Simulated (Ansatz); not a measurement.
# Run report: TiSi, geometry relaxation (part 1 of 2)

The run: geometry relaxation of TiSi (Cmmm, 16 atoms in the cell). Method and program: DFT r2SCAN, scalar-relativistic, plane waves, PAW, no spin polarisation (Ansatz 0.2.0).

The structure derives from an entry of the Crystallography Open Database. It belongs to a series of runs on one base structure; here: 0 of 8 Si sites taken by Sn, cell and atoms relaxed.

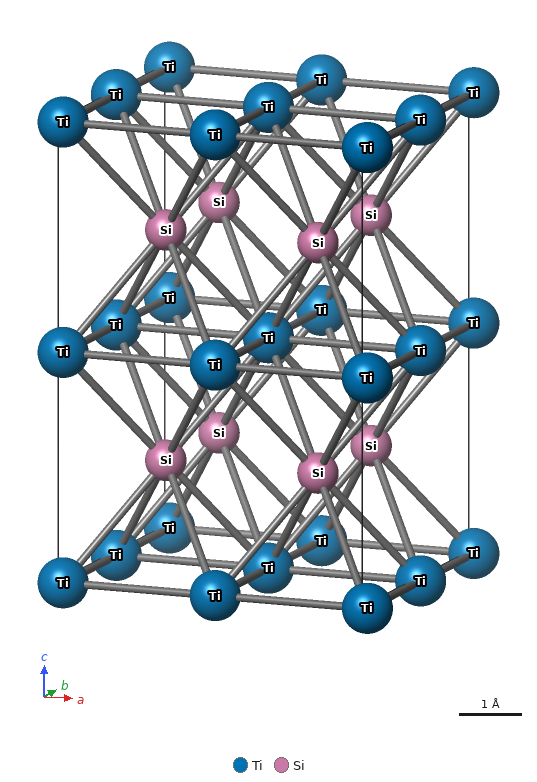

The structure as given in the input (ball-and-stick view of the cell of the calculation, seen slightly off an axis). An atom can appear more than once, as a periodic image.

**Input file**
```yaml
crystal:
  lattice:
    - [-3.6264976859, 0.0, 4.1678530543]
    - [-3.6264976859, 0.0, -4.1678530543]
    - [0.0, -7.6154738009, 0.0]
  atoms:
    - { symbol: Ti, position: [0.5253791805, 0.4746208195, 0.5] }
    - { symbol: Ti, position: [0.0253791805, 0.9746208195, 0.5] }
    - { symbol: Ti, position: [0.5253765827, 0.9746234173, 0.5] }
    - { symbol: Ti, position: [0.0253765827, 0.4746234173, 0.5] }
    - { symbol: Ti, position: [0.525374679, 0.974625321, 1.0] }
    - { symbol: Ti, position: [0.025374679, 0.474625321, 1.0] }
    - { symbol: Ti, position: [0.5253774289, 0.4746225711, 1.0] }
    - { symbol: Ti, position: [0.0253774289, 0.9746225711, 1.0] }
    - { symbol: Si, position: [0.7753729121, 0.2246270879, 0.2499981291] }
    - { symbol: Si, position: [0.2753729121, 0.7246270879, 0.2499981291] }
    - { symbol: Si, position: [0.2753729121, 0.7246270879, 0.7500018709] }
    - { symbol: Si, position: [0.7753729121, 0.2246270879, 0.7500018709] }
    - { symbol: Si, position: [0.2753731524, 0.2246268476, 0.7499961292] }
    - { symbol: Si, position: [0.7753731524, 0.7246268476, 0.7499961292] }
    - { symbol: Si, position: [0.2753731524, 0.2246268476, 0.2500038708] }
    - { symbol: Si, position: [0.7753731524, 0.7246268476, 0.2500038708] }
basis:
  ecutwfc: 500
kpoints:
  mp_grid: { grid: [6, 6, 6] }
hamiltonian:
  xc: r2scan
scf:
  occupations: { method: gaussian, width: 0.1 }
output:
  forces: true
  stress: true
  eigenvalues: true
  write_density: true
  write_potential: true
  elf: true
  volumetric_format: npy
relax:
  adjacent_minimum: "off"
  f_tol: 0.015
  max_steps: 60
  cell: { stress_tol: 0.15 }
```

Run on 2 threads of Oxide Virtual Turin-like (Zen 5), 32 GiB of memory available, shared host.

Launch command:
```bash
ansatz run input.yaml --threads 2 --pin off --max-ram 5120MiB --backend cpu --events-out ev --progress --plain --runs-dir out
```

**The program's output**
```
Warning: the atoms were moved onto the symmetric positions of the space group found under crystal.symmetry.tolerance 1.0e-5 (fractional; no operation is sought that the atoms, as they stand in a round, miss by more than twice it, and no atom is moved by as much as it), and the run uses the moved positions. Before a round's move an operation carried an atom to 6.97e-5 Å from where it should land, the largest such distance. Atom 0 (counting from 0) moved farthest, by 3.48e-5 Å; the longest move in fractions of the cell, of whichever atom, is 0.59 of the tolerance, in 1 round. To run the atoms as typed, lower crystal.symmetry.tolerance until the operations that they miss are no longer found, or set crystal.symmetry.detect: false (a key that needs symmetry detection or time reversal refuses this as the deck is read). The positions used, in the order of the run's atom list: position: [0.5253750000125, 0.4746249999875, 0.5]; position: [0.025375000012500003, 0.9746249999875, 0.5]; position: [0.5253750000125, 0.9746249999875, 0.5]; position: [0.025375000012500003, 0.4746249999875, 0.5]; position: [0.5253750000125, 0.9746249999875, 1.0]; position: [0.025375000012500003, 0.4746249999875, 1.0]; position: [0.5253750000125, 0.4746249999875, 1.0]; position: [0.025375000012500003, 0.9746249999875, 1.0]; position: [0.7753750000125, 0.2246249999875, 0.25]; position: [0.2753750000125, 0.7246249999875, 0.25]; position: [0.2753750000125, 0.7246249999875, 0.75]; position: [0.7753750000125, 0.2246249999875, 0.75]; position: [0.2753750000125, 0.2246249999875, 0.75]; position: [0.7753750000125, 0.7246249999875, 0.75]; position: [0.2753750000125, 0.2246249999875, 0.25]; position: [0.7753750000125, 0.7246249999875, 0.25];
Engine: ansatz 0.2.0, x86_64-unknown-linux-gnu
Pseudopotentials: kind: paw
Pseudopotential: Ti, paw, valence charge 12, recommended cutoff 500 eV (meta_gga), Ti.paw.azcp
Pseudopotential: Si, paw, valence charge 4, recommended cutoff 500 eV (meta_gga), Si.paw.azcp
Functional definition: r2SCAN
  parameter k0 = 0.174
  parameter k1 = 0.065
  parameter a1 = 4.9479
  exchange = r2scan_x(k0 = k0, k1 = k1, a1 = a1)
  correlation = r2scan_c
Crystal: 16 atoms, lattice volume = 230.211 Å³
Basis set: ecut = 500 eV, 5833 PW (Γ), exchange–correlation on 180×180×240 points (64 copies of the dense FFT grid, shifted against one another)
Bands: 80, of which v1, the nominal top of the filled ones, is band 64 counted from 1 (63 counted from 0)
Symmetry: 64 space group operations
Space group: Cmmm (ITA 65), of the structure as read, at distance tolerance 6.1e-5 Å
k-points: 52 of 216
Non-local potential: Ti, projectors of the file, l = 0: 3, l = 1: 2, l = 2: 3, l = 3: 1
Non-local potential: Si, projectors of the file, l = 0: 2, l = 1: 2, l = 2: 2
PAW form: soft (Blöchl's): semilocal exchange-correlation on the pseudo side does not see the compensation charge
PAW frozen core: Ti, regenerated for the run's functional (the file was generated under x = pbe(κ = 0.804, μ = 0.2195149727645171), c = pbe(β = 0.06672455060314922))
PAW frozen core: Si, regenerated for the run's functional (the file was generated under x = pbe(κ = 0.804, μ = 0.2195149727645171), c = pbe(β = 0.06672455060314922))
PAW one-centre angular grid: Ti, 590 points (default); XC on 160 Gauss nodes
PAW one-centre angular grid: Si, 302 points (default); XC on 160 Gauss nodes
Initial density: superposition of atomic densities (neutral atoms: chi_scale 0, normalization atom), corrected by the library's trained network
Initial wavefunctions: pseudopotential atomic-orbital guess
Functional: x = r2scan, c = r2scan; τ floored in thin density (d = 2e-4 eV/Å³)
SCF iter   1: F=—  HF=-25155.763712 eV  |F-HF|=—  |Δ(HF+E_count)|=         —  Δρ=1.31e-2  dr2=3.61e-1  dr2_τ=1.83e-1  ethr=1.77e-3  ⟨swp⟩=6.5  Hψ=17375  notcnv=0
preconditioner: auto → Kerker (q_TF=auto, 2.474 Å⁻¹)  [metal: Δε(μ)=0.013 eV  Ē_g=5.744 eV  σ=0.100 eV  W_gap=0.07  n_scr=60 (ndim 8)  ℏωp=19.6 eV  f_vac=0.000  D(μ)=9.23/eV (n_scr^D=70)]
SCF iter   2: F=—  HF=-25156.097412 eV  |F-HF|=—  |Δ(HF+E_count)|=   3.34e-1  Δρ=4.44e-3  dr2=2.95e-2  dr2_τ=5.28e-3  ethr=2.82e-4  ⟨swp⟩=2.8  Hψ=8293  notcnv=0  defer=388
SCF iter   3: F=—  HF=-25156.102115 eV  |F-HF|=—  |Δ(HF+E_count)|=   4.70e-3  Δρ=2.57e-3  dr2=1.07e-2  dr2_τ=4.33e-4  ethr=2.30e-5  ⟨swp⟩=1.0  Hψ=3772  notcnv=0  defer=388
SCF iter   4: F=—  HF=-25156.104534 eV  |F-HF|=—  |Δ(HF+E_count)|=   2.42e-3  Δρ=4.01e-4  dr2=3.10e-4  dr2_τ=5.60e-6  ethr=8.36e-6  ⟨swp⟩=2.2  Hψ=5380  notcnv=0  defer=388
SCF iter   5: F=—  HF=-25156.104571 eV  |F-HF|=—  |Δ(HF+E_count)|=   3.66e-5  Δρ=6.41e-5  dr2=1.10e-5  dr2_τ=3.65e-7  ethr=2.42e-7  ⟨swp⟩=2.0  Hψ=5415  notcnv=0  defer=388
SCF iter   6: F=—  HF=-25156.104374 eV  |F-HF|=—  |Δ(HF+E_count)|=   1.97e-4  Δρ=1.41e-5  dr2=5.22e-7  dr2_τ=2.43e-8  ethr=8.57e-9  ⟨swp⟩=3.0  Hψ=7824  notcnv=0  defer=388
SCF iter   7: F=-25156.104374 eV  HF=-25156.104374 eV  |F-HF|=6.29e-9  |Δ(HF+E_count)|=   6.35e-8  Δρ=3.17e-6  dr2=2.00e-8  dr2_τ=1.13e-9  ethr=7.81e-11  ⟨swp⟩=16.1  Hψ=27333  notcnv=0
SCF 1 converged in 7 iterations: F = -25156.104374 eV  dr2 = 2.00e-8
  greatest PAW one-centre occupation: 1.002 electrons in one spin orbital (limit 2), on the Ti atom at site 7 (counted from 0), in its partial waves of l = 1
relax step   1: F+E_penalty+E_count = -25156.10437389 eV  Δ(F+E_penalty+E_count) = +0.000e0 eV  max|allowed force component| = 1.190e-22 eV/Å  Δτ_max = 0.0000 Å  P = -0.022 GPa  Ω = 230.211 Å³  (7 SCF iters, dr2 threshold 1.00e-7 eV, accepted)
Crystal: 16 atoms, lattice volume = 229.961 Å³
Initial density: handed on by an earlier stage of this run
Initial wavefunctions: those handed on with the density
iter 1 solved again at ethr=5.43e-7 eV; its pass at ethr=3.10e-3 eV (dr2=6.95e-4 eV) is discarded
SCF iter   1: F=—  HF=-25156.105689 eV  |F-HF|=—  |Δ(HF+E_count)|=         —  Δρ=5.88e-4  dr2=7.12e-4  dr2_τ=1.56e-3  ethr=5.43e-7  ⟨swp⟩=3.0  Hψ=18645  notcnv=0
preconditioner: auto → Kerker (q_TF=auto, 2.474 Å⁻¹)  [metal: Δε(μ)=0.011 eV  Ē_g=5.655 eV  σ=0.100 eV  W_gap=0.06  n_scr=60 (ndim 8)  ℏωp=19.6 eV  f_vac=0.000  D(μ)=9.53/eV (n_scr^D=82)]
SCF iter   2: F=—  HF=-25156.107816 eV  |F-HF|=—  |Δ(HF+E_count)|=   2.13e-3  Δρ=3.29e-4  dr2=1.29e-4  dr2_τ=7.21e-6  ethr=5.43e-7  ⟨swp⟩=2.0  Hψ=7343  notcnv=0
SCF iter   3: F=—  HF=-25156.107879 eV  |F-HF|=—  |Δ(HF+E_count)|=   6.27e-5  Δρ=1.31e-4  dr2=2.60e-5  dr2_τ=1.34e-6  ethr=1.01e-7  ⟨swp⟩=2.1  Hψ=5156  notcnv=0
SCF iter   4: F=—  HF=-25156.107889 eV  |F-HF|=—  |Δ(HF+E_count)|=   9.70e-6  Δρ=1.98e-5  dr2=7.23e-7  dr2_τ=4.24e-8  ethr=2.03e-8  ⟨swp⟩=2.1  Hψ=5649  notcnv=0
SCF iter   5: F=-25156.107889 eV  HF=-25156.107889 eV  |F-HF|=7.00e-8  |Δ(HF+E_count)|=   2.07e-7  Δρ=7.84e-6  dr2=1.49e-7  dr2_τ=1.44e-8  ethr=5.64e-10  ⟨swp⟩=10.8  Hψ=27218  notcnv=0
SCF 2 converged in 5 iterations: F = -25156.107889 eV  dr2 = 1.49e-7
  Residual-converged pass: ⟨swp⟩=1.0  Hψ=4369  notcnv=0  max |occ|·‖R‖ = 7.1e-9 eV (tolerance 1.0e-8 eV)  dr2=1.49e-7  dr2_τ=1.44e-8  dr2_onsite=2.83e-8  max |Δocc| = 2.2e-10
relax step   2: F+E_penalty+E_count = -25156.10788872 eV  Δ(F+E_penalty+E_count) = -3.515e-3 eV  max|allowed force component| = 1.683e-22 eV/Å  Δτ_max = 0.0000 Å  P = +0.013 GPa  Ω = 229.961 Å³  energy of the carried Pulay correction = +8.920e-5 eV  (5 SCF iters, dr2 threshold 7.22e-7 eV, accepted)
Crystal: 16 atoms, lattice volume = 230.065 Å³
Basis set: ecut = 500 eV, 5813 PW (Γ), exchange–correlation on 180×180×240 points (64 copies of the dense FFT grid, shifted against one another)
iter 1 solved again at ethr=2.12e-6 eV; its pass at ethr=3.10e-3 eV (dr2=2.71e-3 eV) is discarded
SCF iter   1: F=—  HF=-25156.102195 eV  |F-HF|=—  |Δ(HF+E_count)|=         —  Δρ=1.14e-3  dr2=2.99e-3  dr2_τ=5.22e-3  ethr=2.12e-6  ⟨swp⟩=2.2  Hψ=19680  notcnv=0
preconditioner: auto → Kerker (q_TF=auto, 2.474 Å⁻¹)  [metal: Δε(μ)=0.013 eV  Ē_g=5.663 eV  σ=0.100 eV  W_gap=0.07  n_scr=62 (ndim 8)  ℏωp=19.6 eV  f_vac=0.000  D(μ)=9.17/eV (n_scr^D=70)]
SCF iter   2: F=—  HF=-25156.108757 eV  |F-HF|=—  |Δ(HF+E_count)|=   6.56e-3  Δρ=5.97e-4  dr2=4.99e-4  dr2_τ=2.74e-5  ethr=2.12e-6  ⟨swp⟩=2.0  Hψ=7068  notcnv=0
SCF iter   3: F=—  HF=-25156.108923 eV  |F-HF|=—  |Δ(HF+E_count)|=   1.66e-4  Δρ=2.40e-4  dr2=9.59e-5  dr2_τ=4.57e-6  ethr=3.90e-7  ⟨swp⟩=2.2  Hψ=5128  notcnv=0
SCF iter   4: F=—  HF=-25156.108852 eV  |F-HF|=—  |Δ(HF+E_count)|=   7.16e-5  Δρ=3.69e-5  dr2=2.99e-6  dr2_τ=1.03e-7  ethr=7.49e-8  ⟨swp⟩=2.0  Hψ=5463  notcnv=0
SCF iter   5: F=—  HF=-25156.108853 eV  |F-HF|=—  |Δ(HF+E_count)|=   8.30e-7  Δρ=1.74e-5  dr2=7.72e-7  dr2_τ=7.14e-8  ethr=2.34e-9  ⟨swp⟩=2.8  Hψ=7636  notcnv=0
SCF iter   6: F=-25156.108853 eV  HF=-25156.108853 eV  |F-HF|=1.20e-8  |Δ(HF+E_count)|=   7.73e-8  Δρ=4.93e-6  dr2=5.70e-8  dr2_τ=1.59e-9  ethr=2.16e-10  ⟨swp⟩=10.9  Hψ=26732  notcnv=0
the search or the solves at the SCF's close seem to have found levels that the self-consistency loop had missed (the run counts 1). By its estimate they hold under 1e-12 electrons; where the run keeps them, the occupations were computed again with them
SCF 3 converged in 6 iterations: F = -25156.108853 eV  dr2 = 5.70e-8
  Residual-converged pass: ⟨swp⟩=1.0  Hψ=4369  notcnv=0  max |occ|·‖R‖ = 7.0e-9 eV (tolerance 1.0e-8 eV)  dr2=5.70e-8  dr2_τ=1.59e-9  dr2_onsite=6.99e-10  max |Δocc| = 1.2e-10
relax step   3: F+E_penalty+E_count = -25156.10885256 eV  Δ(F+E_penalty+E_count) = -9.638e-4 eV  max|allowed force component| = 1.868e-22 eV/Å  Δτ_max = 0.0000 Å  P = -0.324 GPa  Ω = 230.065 Å³  energy of the carried Pulay correction = +2.960e-5 eV  (6 SCF iters, dr2 threshold 2.77e-7 eV, accepted)
Crystal: 16 atoms, lattice volume = 229.164 Å³
Basis set: ecut = 500 eV, 5785 PW (Γ), exchange–correlation on 180×180×240 points (64 copies of the dense FFT grid, shifted against one another)
iter 1 solved again at ethr=1.07e-7 eV; its pass at ethr=3.10e-3 eV (dr2=1.37e-4 eV) is discarded
SCF iter   1: F=—  HF=-25156.107734 eV  |F-HF|=—  |Δ(HF+E_count)|=         —  Δρ=2.10e-4  dr2=1.04e-4  dr2_τ=1.27e-3  ethr=1.07e-7  ⟨swp⟩=3.0  Hψ=18584  notcnv=0
preconditioner: auto → Kerker (q_TF=auto, 2.476 Å⁻¹)  [metal: Δε(μ)=0.025 eV  Ē_g=5.679 eV  σ=0.100 eV  W_gap=0.14  n_scr=62 (ndim 8)  ℏωp=19.6 eV  f_vac=0.000  D(μ)=9.13/eV (n_scr^D=70)]
SCF iter   2: F=—  HF=-25156.109764 eV  |F-HF|=—  |Δ(HF+E_count)|=   2.03e-3  Δρ=1.07e-4  dr2=1.72e-5  dr2_τ=1.05e-6  ethr=8.15e-8  ⟨swp⟩=2.0  Hψ=7522  notcnv=0
SCF iter   3: F=—  HF=-25156.109767 eV  |F-HF|=—  |Δ(HF+E_count)|=   3.11e-6  Δρ=4.76e-5  dr2=5.53e-6  dr2_τ=2.90e-7  ethr=1.34e-8  ⟨swp⟩=2.3  Hψ=5358  notcnv=0
SCF iter   4: F=-25156.109767 eV  HF=-25156.109767 eV  |F-HF|=1.27e-7  |Δ(HF+E_count)|=   2.82e-7  Δρ=1.25e-5  dr2=3.18e-7  dr2_τ=2.74e-8  ethr=7.56e-10  ⟨swp⟩=7.5  Hψ=25845  notcnv=0
SCF 4 converged in 4 iterations: F = -25156.109767 eV  dr2 = 3.18e-7
relax step   4: F+E_penalty+E_count = -25156.10976700 eV  Δ(F+E_penalty+E_count) = -9.144e-4 eV  max|allowed force component| = 2.290e-22 eV/Å  Δτ_max = 0.0000 Å  P = +0.275 GPa  Ω = 229.164 Å³  energy of the carried Pulay correction = +3.424e-4 eV  (4 SCF iters, dr2 threshold 9.67e-7 eV, accepted)
Crystal: 16 atoms, lattice volume = 229.730 Å³
Basis set: ecut = 500 eV, 5809 PW (Γ), exchange–correlation on 180×180×240 points (64 copies of the dense FFT grid, shifted against one another)
iter 1 solved again at ethr=2.76e-7 eV; its pass at ethr=3.10e-3 eV (dr2=3.53e-4 eV) is discarded
SCF iter   1: F=—  HF=-25156.109184 eV  |F-HF|=—  |Δ(HF+E_count)|=         —  Δρ=2.85e-4  dr2=3.57e-4  dr2_τ=6.35e-4  ethr=2.76e-7  ⟨swp⟩=2.5  Hψ=17813  notcnv=0
preconditioner: auto → Kerker (q_TF=auto, 2.475 Å⁻¹)  [metal: Δε(μ)=0.023 eV  Ē_g=5.670 eV  σ=0.100 eV  W_gap=0.13  n_scr=62 (ndim 8)  ℏωp=19.6 eV  f_vac=0.000  D(μ)=9.24/eV (n_scr^D=74)]
SCF iter   2: F=—  HF=-25156.110095 eV  |F-HF|=—  |Δ(HF+E_count)|=   9.11e-4  Δρ=1.26e-4  dr2=3.93e-5  dr2_τ=2.79e-6  ethr=2.76e-7  ⟨swp⟩=2.0  Hψ=6980  notcnv=0
SCF iter   3: F=—  HF=-25156.109992 eV  |F-HF|=—  |Δ(HF+E_count)|=   1.04e-4  Δρ=6.06e-5  dr2=1.12e-5  dr2_τ=2.70e-7  ethr=3.07e-8  ⟨swp⟩=2.2  Hψ=5538  notcnv=0
SCF iter   4: F=—  HF=-25156.109991 eV  |F-HF|=—  |Δ(HF+E_count)|=   6.65e-7  Δρ=1.00e-5  dr2=2.45e-7  dr2_τ=1.20e-8  ethr=8.78e-9  ⟨swp⟩=2.0  Hψ=5777  notcnv=0
SCF iter   5: F=-25156.109991 eV  HF=-25156.109991 eV  |F-HF|=6.24e-9  |Δ(HF+E_count)|=   1.96e-8  Δρ=3.39e-6  dr2=1.57e-8  dr2_τ=2.33e-9  ethr=1.65e-10  ⟨swp⟩=9.9  Hψ=25339  notcnv=0
SCF 5 converged in 5 iterations: F = -25156.109991 eV  dr2 = 1.57e-8
relax step   5: F+E_penalty+E_count = -25156.10999090 eV  Δ(F+E_penalty+E_count) = -2.239e-4 eV  max|allowed force component| = 1.853e-22 eV/Å  Δτ_max = 0.0000 Å  P = -0.032 GPa  Ω = 229.730 Å³  energy of the carried Pulay correction = +1.611e-4 eV  (5 SCF iters, dr2 threshold 2.12e-7 eV, accepted)
Initial wavefunctions: pseudopotential atomic-orbital guess (no wavefunctions were taken with the density)
iter 1 solved again at ethr=2.00e-7 eV; its pass at ethr=3.10e-3 eV (dr2=2.55e-4 eV) is discarded
SCF iter   1: F=—  HF=-25156.109947 eV  |F-HF|=—  |Δ(HF+E_count)|=         —  Δρ=3.01e-5  dr2=1.38e-7  dr2_τ=1.10e-6  ethr=2.00e-7  ⟨swp⟩=3.1  Hψ=26488  notcnv=0
eigensolver tolerance schedule: the retry pair's looser diagonalisation over-reported the residual by 1846.48 of it (diagonalisation noise at 0.13 of the residual, at the tolerance the schedule requests for it); recorded, not acted on — ethr = c·dr2/N_el stays at c = 1.0e-1
preconditioner: auto → Kerker (q_TF=auto, 2.475 Å⁻¹)  [metal: Δε(μ)=0.022 eV  Ē_g=5.669 eV  σ=0.100 eV  W_gap=0.12  n_scr=62 (ndim 8)  ℏωp=19.6 eV  f_vac=0.000  D(μ)=9.23/eV (n_scr^D=74)]
SCF iter   2: F=—  HF=-25156.109841 eV  |F-HF|=—  |Δ(HF+E_count)|=   1.06e-4  Δρ=1.55e-5  dr2=3.93e-8  dr2_τ=9.99e-8  ethr=1.08e-10  ⟨swp⟩=2.7  Hψ=7498  notcnv=0
SCF iter   3: F=—  HF=-25156.109842 eV  |F-HF|=—  |Δ(HF+E_count)|=   1.44e-6  Δρ=1.10e-6  dr2=1.87e-9  dr2_τ=4.49e-10  ethr=3.07e-11  ⟨swp⟩=2.0  Hψ=7002  notcnv=0
SCF iter   4: F=-25156.109842 eV  HF=-25156.109842 eV  |F-HF|=4.37e-11  |Δ(HF+E_count)|=   1.49e-9  Δρ=4.55e-7  dr2=4.51e-10  dr2_τ=4.92e-11  ethr=1.13e-12  ⟨swp⟩=9.4  Hψ=21022  notcnv=0
SCF 6 converged in 4 iterations: F = -25156.109842 eV  dr2 = 4.51e-10
relax step   6: F+E_penalty+E_count = -25156.10984234 eV  Δ(F+E_penalty+E_count) = +1.486e-4 eV  max|allowed force component| = 6.928e-23 eV/Å  Δτ_max = 0.0000 Å  P = -0.032 GPa  Ω = 229.730 Å³  stress off target by 6.64e-2 GPa  SCF on the basis re-selected at this cell (its energy is not comparable with the rows above)  (4 SCF iters)
```

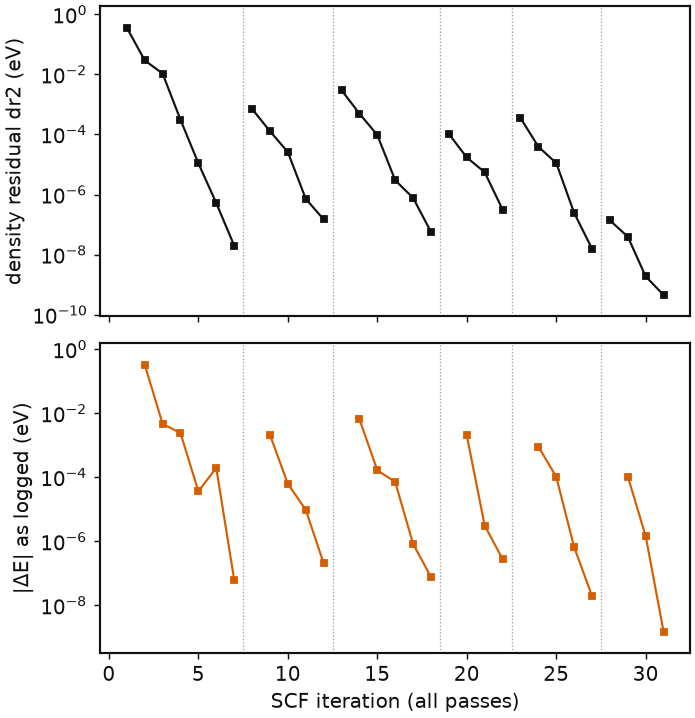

Convergence of the self-consistent field: density residual dr2 and size of the energy change against the SCF iteration. The dotted lines part the SCF passes of the relaxation: geometry steps, rejected trials and re-solves on a re-selected basis. The 6 passes take 4 to 7 iterations each, 31 in all.

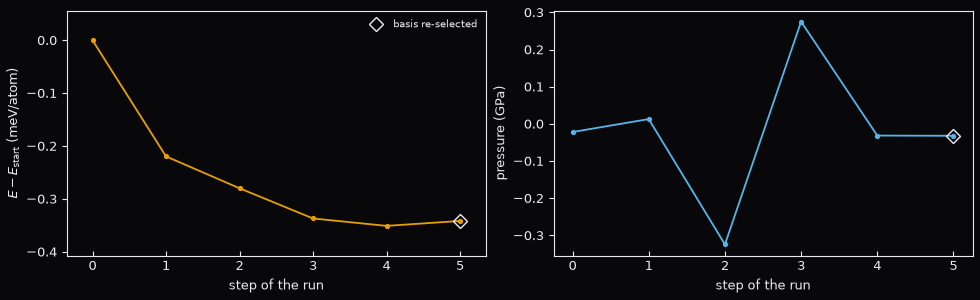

Progress of the relaxation, step by step (the first geometry is step 0 here and step 1 in the log).

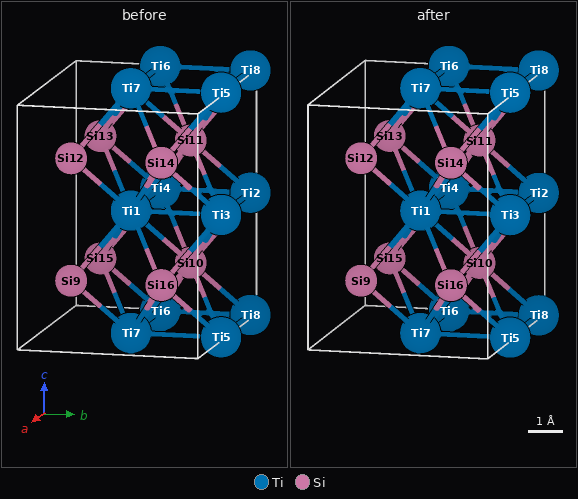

Before (left) and after (right) the relaxation, at one scale (ball-and-stick view of the cell of the calculation, seen slightly off an axis). The atoms keep their places relative to the cell (all moves are under 0.005 Å). Cell: a = b 5.525 → 5.510 Å (−0.3 %), c 7.615 → 7.625 Å (+0.1 %), γ 97.9° → 97.0°. Volume −0.2 %. Among the contacts that change: Ti1–Si10 2.823 → 2.810 Å, Ti1–Si13 2.629 → 2.639 Å, Ti1–Ti3 2.762 → 2.755 Å. The space group stays Cmmm (No. 65). After 4 geometry steps the energy has fallen by 0.4 meV per atom. All forces vanish by symmetry, so only the cell relaxes. The pressure goes from −0.02 to −0.03 GPa. A last SCF at the same geometry on a re-selected plane-wave basis shifts the energy by +0.0 meV per atom. (Atoms are counted from 1 in the order of the input.)
